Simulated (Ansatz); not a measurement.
System: AgCl.

```
Ag Cl
1.0
     3.91668   -3.92125    0.19365
     3.91668    3.92125    0.19365
    -0.27301    0.00000    5.53753
Ag Cl
4 4
Direct
  0.00003 0.00003 0.50000
  0.50003 0.50003 0.50000
  0.49997 0.99997 0.00000
  0.99997 0.49997 0.00000
  0.50002 0.00002 0.50000
  0.00002 0.50002 0.50000
  0.99998 0.99998 0.00000
  0.49998 0.49998 0.00000
```

Space group Fm-3m; a structure from a database of computed crystals, not necessarily the ambient phase; started from the database structure prototype, which need not be the ambient phase.

Method: DFT, HSE06, plane waves, PAW in Ansatz.

**Predict the valence pseudo-density and electron localisation function between the atoms.**

Ag–Cl (2.77 Å): ρ is about 0.22 e/Å³ halfway; the ELF peaks at about 0.85 in the valence shell of Cl, 0.8 Å from its nucleus, and drops to about 0.10 between the two atoms; no shared electron pair shows on this line.

**Metal or insulator at this level of theory?**

It is gapped, with a Kohn–Sham gap of 2.4 eV on the k-point mesh, an upper bound to the gap of this method.

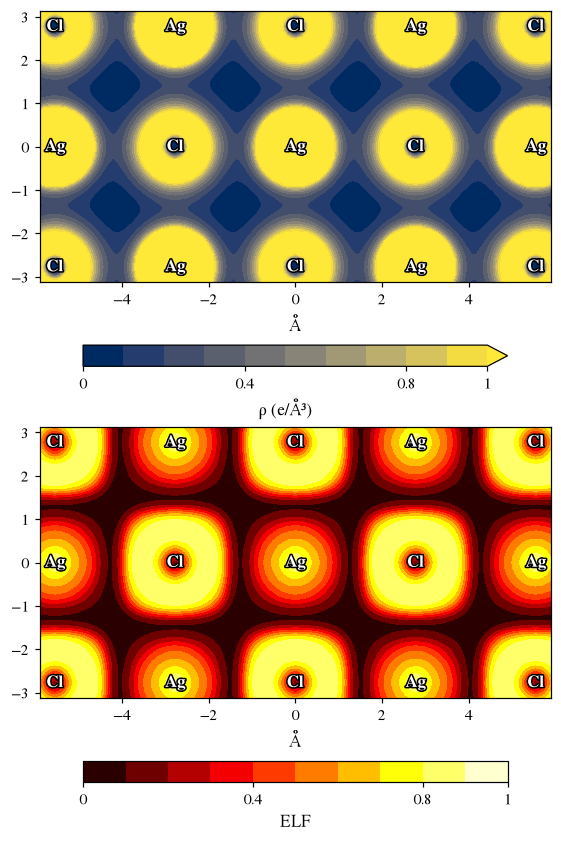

Computed valence pseudo-density and electron localisation function on the (100) plane of the conventional cell, in this order. 
